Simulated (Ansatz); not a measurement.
The calculation's input:

```
crystal:
  lattice:
    - [1.397592124, -2.5262146454, 0.0]
    - [1.397592124, 2.5262146454, 0.0]
    - [0.0, 0.0, 5.2992283745]
  atoms:
    - { symbol: Ge, position: [0.5002627511, 0.4997372489, 0.25] }
    - { symbol: Ge, position: [0.4997372489, 0.5002627511, 0.75] }
basis:
  ecutwfc: 500
kpoints:
  mp_grid: { grid: [26, 26, 12] }
hamiltonian:
  xc: r2scan
scf:
  occupations: { method: gaussian, width: 0.15 }
output:
  forces: true
  stress: true
  eigenvalues: true
  write_density: true
  write_potential: true
  elf: true
  volumetric_format: npy
```

Launched as:

```sh
ansatz run input.yaml --threads 1 --pin off --max-ram 2560MiB --backend cpu --events-out ev --progress --plain --runs-dir out
```

Space group Cmmm; a structure from a database of computed crystals, not necessarily the ambient phase.

Computed with Ansatz, DFT r2SCAN, scalar-relativistic, plane waves, PAW.

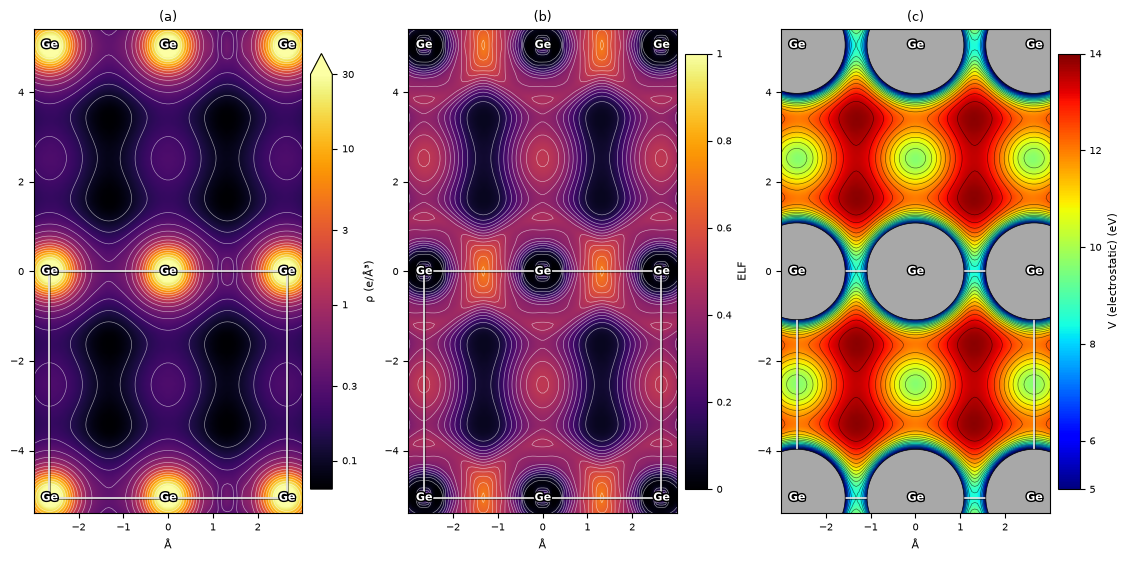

Ge. (a) valence electron density; (b) ELF; (c) electrostatic potential energy of an electron on the (110) plane of the calculation cell. Grey discs cover the atomic cores in the potential map.

In a PAW calculation such maps are meaningful between the atoms, not at the nuclei.

Q: Interpret the plot.

A: The section cuts through Ge sites.
Ge–Ge (2.65 Å): ρ at the midpoint is about 0.44 e/Å³; the ELF peaks at about 0.70 between the atoms.
Between the atoms the lowest density in this plane is 0.07 e/Å³.
Outside the cores the potential energy rises away from the atoms and is highest about 2.1 Å from the nearest atoms; its zero is arbitrary.

Q: Metal or insulator at this level of theory?

A: It is metallic or semimetallic at this level of theory: no gap opens.
